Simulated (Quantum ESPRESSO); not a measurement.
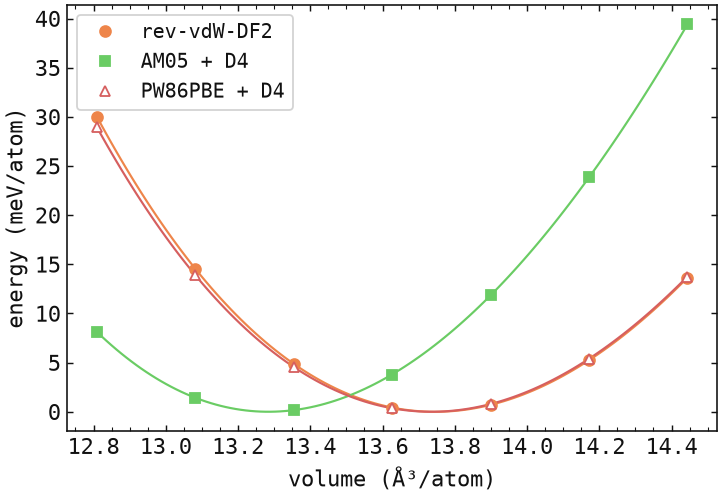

The picture above shows the energy against volume, with one curve for each functional, for BAs (space group F-43m).

Method: plane-wave DFT, no spin polarisation; energies at scaled volumes of the given cell, shape and fractions fixed, counted from the fit's minimum, third-order Birch-Murnaghan fit (Quantum ESPRESSO 7.5). All runs: no spin polarisation.

- k mesh: 10×10×10
- occupations: Fermi–Dirac
- smearing width: 0.05 eV
- potentials: PseudoDojo 0.4.1 SR PBE standard
- wave cutoff: 1143 eV
- density cutoff: 4572 eV

### Order the curves by fitted bulk modulus, smallest first.

PW86PBE + D4 131.6, rev-vdW-DF2 133.9, AM05 + D4 144.1 GPa.

Caveats: potentials made for another functional.
